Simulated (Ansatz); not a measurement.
## SiC: a changed input and its effect

System: SiC (P6₃mc, 8 atoms in the cell).
Method of run A: DFT, PBE, plane waves, PAW, no spin polarisation (Ansatz 0.2.0).

The structure derives from a Materials Project entry. Text and figures count atoms from 1; the logs count them from 0 in places.

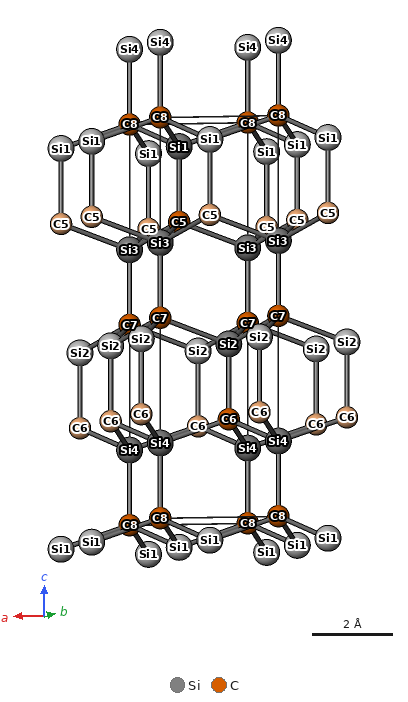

Figure 1. The starting structure (ball-and-stick view of the cell of the calculation, seen at an oblique angle; neighbours outside the cell are drawn fainter; atoms are numbered from 1 in the order of the input). Near neighbours in the crystal (not all of them lie inside the picture): Si has 4 C at 1.88 to 1.89 Å; C has 4 Si at 1.88 to 1.89 Å.

## The input, run A
```yaml
crystal:
  lattice:
    - [3.0756941497, 0.0, 0.0]
    - [-1.5378470748, 2.6636292679, 0.0]
    - [0.0, 0.0, 10.07064648]
  atoms:
    - { symbol: Si, position: [0.66666667, 0.33333333, 0.93784198] }
    - { symbol: Si, position: [0.33333333, 0.66666667, 0.43784198] }
    - { symbol: Si, position: [0.0, 0.0, 0.68789438] }
    - { symbol: Si, position: [0.0, 0.0, 0.18789438] }
    - { symbol: C, position: [0.66666667, 0.33333333, 0.74980259] }
    - { symbol: C, position: [0.33333333, 0.66666667, 0.24980259] }
    - { symbol: C, position: [0.0, 0.0, 0.50046005] }
    - { symbol: C, position: [0.0, 0.0, 0.00046005] }
basis:
  ecutwfc: 420
  ecutrho_ratio: 6
kpoints:
  mp_grid: { grid: [12, 12, 4] }
hamiltonian:
  xc: pbe
scf:
  occupations: { method: gaussian, width: 0.02 }
  algorithm: density_mixing
output:
  forces: true
  eigenvalues: true
  stress: true
relax:
  adjacent_minimum: "off"
  f_tol: 0.005
  max_steps: 80
  cell: { stress_tol: 0.05 }
```

Launched with:
```bash
ansatz run input.yaml --threads 4 --pin off --max-ram 9216MiB --backend cpu --events-out ev --progress --plain --runs-dir out
```

Hardware: 4 threads of Arm Neoverse V1, 24 GiB of memory available, shared host.

## Output, shortened to warnings, some set-up lines, iterations and results (run A)
```
Basis set: ecut = 420 eV, 1605 PW (Γ), exchange–correlation on 54×54×180 points (8 copies of the dense FFT grid, shifted against one another)
Symmetry: 12 space group operations
k-points: 57 of 576 (time reversal used)
Initial density: superposition of atomic densities (neutral atoms: chi_scale 0, normalization atom), corrected by the library's trained network
[...]
SCF iter   1: F=—  HF=-3548.628676 eV  |F-HF|=—  |Δ(HF+E_count)|=         —  Δρ=2.69e-3  dr2=6.38e-3  ethr=1.77e-3  ⟨swp⟩=6.4  Hψ=7622  notcnv=0  defer=2
SCF iter   2: F=—  HF=-3548.628338 eV  |F-HF|=—  |Δ(HF+E_count)|=   3.38e-4  Δρ=7.62e-4  dr2=2.35e-4  ethr=1.99e-5  ⟨swp⟩=2.3  Hψ=2854  notcnv=0  defer=163
SCF iter   3: F=—  HF=-3548.628546 eV  |F-HF|=—  |Δ(HF+E_count)|=   2.08e-4  Δρ=3.03e-4  dr2=3.19e-5  ethr=7.34e-7  ⟨swp⟩=2.4  Hψ=2158  notcnv=0  defer=163
SCF iter   4: F=—  HF=-3548.628600 eV  |F-HF|=—  |Δ(HF+E_count)|=   5.40e-5  Δρ=4.54e-5  dr2=2.88e-6  ethr=9.96e-8  ⟨swp⟩=2.0  Hψ=2043  notcnv=0  defer=163
SCF iter   5: F=—  HF=-3548.628601 eV  |F-HF|=—  |Δ(HF+E_count)|=   3.48e-7  Δρ=1.49e-5  dr2=2.10e-7  ethr=9.01e-9  ⟨swp⟩=2.0  Hψ=1826  notcnv=0  defer=163
[... 55 lines ...]
SCF iter   5: F=-3548.646417 eV  HF=-3548.646417 eV  |F-HF|=0.00e0  |Δ(HF+E_count)|=  1.82e-12  Δρ=2.40e-8  dr2=8.08e-13  ethr=1.00e-12  ⟨swp⟩=1.0  Hψ=1368  notcnv=0
SCF iter   6: F=-3548.646417 eV  HF=-3548.646417 eV  |F-HF|=4.55e-13  |Δ(HF+E_count)|=    0.00e0  Δρ=1.33e-8  dr2=1.28e-13  ethr=1.00e-12  ⟨swp⟩=1.0  Hψ=1368  notcnv=0
SCF iter   7: F=-3548.646417 eV  HF=-3548.646417 eV  |F-HF|=1.36e-12  |Δ(HF+E_count)|=  1.82e-12  Δρ=3.82e-9  dr2=6.30e-15  ethr=1.00e-12  ⟨swp⟩=1.8  Hψ=3145  notcnv=0
SCF 8 converged in 7 iterations: F = -3548.646417 eV  dr2 = 6.30e-15
relax step   8: F+E_penalty+E_count = -3548.64641703 eV  Δ(F+E_penalty+E_count) = -5.402e-5 eV  max|allowed force component| = 1.071e-4 eV/Å  Δτ_max = 0.0000 Å  P = +0.001 …
basis re-selected at this cell: Δ(F+E_penalty+E_count) = -5.402e-5 eV, ΔP = +0.000 GPa vs the last step (what re-selecting the basis moved, of the pressure what is left beyond the Pulay correction that the steps carried, after the strain that the cell walked since its last selection, with what the …
SCF converged after 7 iterations
Free energy (F): -3548.646417 eV
Harris-Foulkes:  -3548.646417 eV  (|F-HF|=1.36e-12)
Internal energy: -3548.646417 eV  (E = F + TS)
E sigma→0 (E₀):  -3548.646417 eV
Fermi energy:    10.475327 eV
--- Per-component energies (eV) ---
  E_band       = 110.128954
  E_kinetic    = 539.774511
  E_local      = -422.788130  (includes V_loc(G=0)·N_el)
  E_nonlocal   = 206.616527
  E_hartree    = 129.636572
  E_xc         = -421.022923
  E_vxc        = -436.195614  (∫ρ·V_xc dr)
  E_paw        = -2448.067450  (= ΣΔE_a)
  E_vpaw       = -36.551493  (= ΣTr[D̂ρ^β])
  E_aug_tail   = 0.000009  (compensation charges beyond the density's cutoff)
  E_ewald      = -1132.795533
  E_smearing   = -0.000000  (= −TS)
  E_closure    = 0.000000  (closes the sum)
  Σ components = -3548.646417   (vs F -3548.646417, Δ=0.00e0)
--- Forces (eV/Å), atoms counted from 1 ---
  atom   1  Si    -0.00000000     0.00000000     0.00008634
  atom   2  Si     0.00000000    -0.00000000     0.00008634
  atom   3  Si     0.00000000    -0.00000000     0.00009499
  atom   4  Si    -0.00000000     0.00000000     0.00009499
  atom   5  C      0.00000000     0.00000000    -0.00010711
  atom   6  C      0.00000000    -0.00000000    -0.00010711
  atom   7  C     -0.00000000     0.00000000    -0.00007418
  atom   8  C      0.00000000    -0.00000000    -0.00007418
  max |Σ_I F_I| component: 8.28e-8 eV/Å
--- Stress (GPa, compression-positive) ---
        0.000921       0.000000      -0.000000
        0.000000       0.000921       0.000000
       -0.000000       0.000000       0.001753
  P = ⅓ Tr σ = 0.0012 GPa (0.012 kbar)
--- Relaxed structure (6 steps of the walk, 6 accepted, 2 SCFs on fresh bases) ---
  F+E_penalty+E_count = -3548.64641703 eV   max|allowed force component| = 1.071e-4 eV/Å   (the final SCF, on the basis selected at the relaxed cell)
  cell:  # Å, volume = 83.9820 Å³
    - [3.094120345838931, -2.9040423340789678e-11, 1.801776842139338e-18]
    - [-1.5470601728943156, 2.679586821877327, -1.0089662294425902e-18]
[...]
```

The input of run B differs as follows (lines with − go, lines with + come):
```diff
-  ecutrho_ratio: 6
-  algorithm: density_mixing
```

Predict how the results change.

The energy doesn't change within 0.01 meV per atom. The SCF takes 50 iterations over all geometry steps against 49.

## Output, shortened to warnings, some set-up lines, iterations and results (run B)
```
Basis set: ecut = 420 eV, 1605 PW (Γ), exchange–correlation on 48×48×144 points (8 copies of the dense FFT grid, shifted against one another)
Symmetry: 12 space group operations
k-points: 57 of 576 (time reversal used)
Initial density: superposition of atomic densities (neutral atoms: chi_scale 0, normalization atom), corrected by the library's trained network
[...]
SCF iter   1: F=—  HF=-3548.628719 eV  |F-HF|=—  |Δ(HF+E_count)|=         —  Δρ=2.68e-3  dr2=6.38e-3  ethr=1.77e-3  ⟨swp⟩=6.4  Hψ=7622  notcnv=0  defer=2
SCF iter   2: F=—  HF=-3548.628400 eV  |F-HF|=—  |Δ(HF+E_count)|=   3.20e-4  Δρ=7.55e-4  dr2=2.35e-4  ethr=1.99e-5  ⟨swp⟩=2.3  Hψ=2845  notcnv=0  defer=163
SCF iter   3: F=—  HF=-3548.628613 eV  |F-HF|=—  |Δ(HF+E_count)|=   2.13e-4  Δρ=3.01e-4  dr2=3.19e-5  ethr=7.33e-7  ⟨swp⟩=2.4  Hψ=2160  notcnv=0  defer=163
SCF iter   4: F=—  HF=-3548.628584 eV  |F-HF|=—  |Δ(HF+E_count)|=   2.91e-5  Δρ=4.53e-5  dr2=2.89e-6  ethr=9.96e-8  ⟨swp⟩=2.0  Hψ=2060  notcnv=0  defer=163
SCF iter   5: F=—  HF=-3548.628584 eV  |F-HF|=—  |Δ(HF+E_count)|=   3.56e-7  Δρ=1.48e-5  dr2=2.08e-7  ethr=9.05e-9  ⟨swp⟩=2.0  Hψ=1826  notcnv=0  defer=163
[... 56 lines ...]
SCF iter   6: F=-3548.646400 eV  HF=-3548.646400 eV  |F-HF|=1.82e-12  |Δ(HF+E_count)|=  2.73e-12  Δρ=2.48e-8  dr2=2.34e-13  ethr=1.00e-12  ⟨swp⟩=1.0  Hψ=1368  notcnv=0
SCF iter   7: F=-3548.646400 eV  HF=-3548.646400 eV  |F-HF|=4.55e-13  |Δ(HF+E_count)|=  1.82e-12  Δρ=1.62e-8  dr2=1.08e-13  ethr=1.00e-12  ⟨swp⟩=1.0  Hψ=1368  notcnv=0
SCF iter   8: F=-3548.646400 eV  HF=-3548.646400 eV  |F-HF|=1.82e-12  |Δ(HF+E_count)|=    0.00e0  Δρ=7.71e-9  dr2=2.09e-14  ethr=1.00e-12  ⟨swp⟩=1.8  Hψ=3135  notcnv=0
SCF 8 converged in 8 iterations: F = -3548.646400 eV  dr2 = 2.09e-14
relax step   8: F+E_penalty+E_count = -3548.64640048 eV  Δ(F+E_penalty+E_count) = -5.402e-5 eV  max|allowed force component| = 1.060e-4 eV/Å  Δτ_max = 0.0000 Å  P = +0.001 …
basis re-selected at this cell: Δ(F+E_penalty+E_count) = -5.402e-5 eV, ΔP = +0.000 GPa vs the last step (what re-selecting the basis moved, of the pressure what is left beyond the Pulay correction that the steps carried, after the strain that the cell walked since its last selection, with what the …
SCF converged after 8 iterations
Free energy (F): -3548.646400 eV
Harris-Foulkes:  -3548.646400 eV  (|F-HF|=1.82e-12)
Internal energy: -3548.646400 eV  (E = F + TS)
E sigma→0 (E₀):  -3548.646400 eV
Fermi energy:    10.475329 eV
--- Per-component energies (eV) ---
  E_band       = 110.128983
  E_kinetic    = 539.774565
  E_local      = -422.788137  (includes V_loc(G=0)·N_el)
  E_nonlocal   = 206.616513
  E_hartree    = 129.636579
  E_xc         = -421.022920
  E_vxc        = -436.195668  (∫ρ·V_xc dr)
  E_paw        = -2448.067452  (= ΣΔE_a)
  E_vpaw       = -36.551495  (= ΣTr[D̂ρ^β])
  E_aug_tail   = 0.000048  (compensation charges beyond the density's cutoff)
  E_ewald      = -1132.795597
  E_smearing   = -0.000000  (= −TS)
  E_closure    = -0.000000  (closes the sum)
  Σ components = -3548.646400   (vs F -3548.646400, Δ=0.00e0)
--- Forces (eV/Å), atoms counted from 1 ---
  atom   1  Si     0.00000000     0.00000000     0.00008655
  atom   2  Si    -0.00000000    -0.00000000     0.00008655
  atom   3  Si    -0.00000000     0.00000000     0.00009631
  atom   4  Si     0.00000000    -0.00000000     0.00009631
  atom   5  C      0.00000000     0.00000000    -0.00010582
  atom   6  C     -0.00000000    -0.00000000    -0.00010582
  atom   7  C      0.00000000    -0.00000000    -0.00007643
  atom   8  C     -0.00000000     0.00000000    -0.00007643
  max |Σ_I F_I| component: 1.22e-6 eV/Å
--- Stress (GPa, compression-positive) ---
        0.000918      -0.000000      -0.000000
       -0.000000       0.000918       0.000000
       -0.000000       0.000000       0.001758
  P = ⅓ Tr σ = 0.0012 GPa (0.012 kbar)
--- Relaxed structure (6 steps of the walk, 6 accepted, 2 SCFs on fresh bases) ---
  F+E_penalty+E_count = -3548.64640048 eV   max|allowed force component| = 1.060e-4 eV/Å   (the final SCF, on the basis selected at the relaxed cell)
  cell:  # Å, volume = 83.9820 Å³
    - [3.0941201811167303, -2.9040421801146135e-11, 1.8017587891477975e-18]
    - [-1.5470600905332155, 2.679586679223717, -1.0089562367780967e-18]
[...]
```

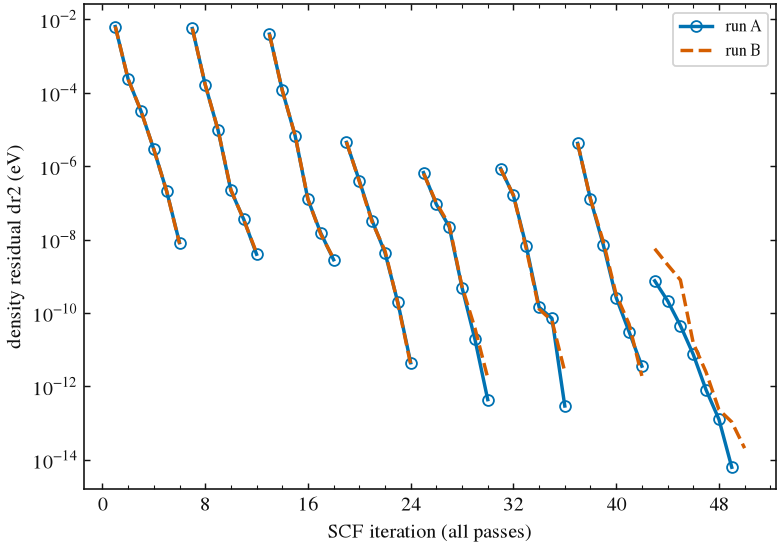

Figure 2. Convergence of the two runs: density residual dr2 against the SCF iteration. A break in a curve parts two SCF passes. Run A takes 49 iterations in all, and run B takes 50.

## The two runs side by side

```tsv
quantity	run A	run B
outcome	converged	converged
free energy per atom (eV)	−443.5808	−443.5808
gap on the mesh (eV)	2.22	2.22
pressure (GPa)	0.00	0.00
largest force (eV/Å)	0.000	0.000
SCF iterations	49	50
irreducible k-points	57	57
wall time (shared host)	25 s	25 s
```
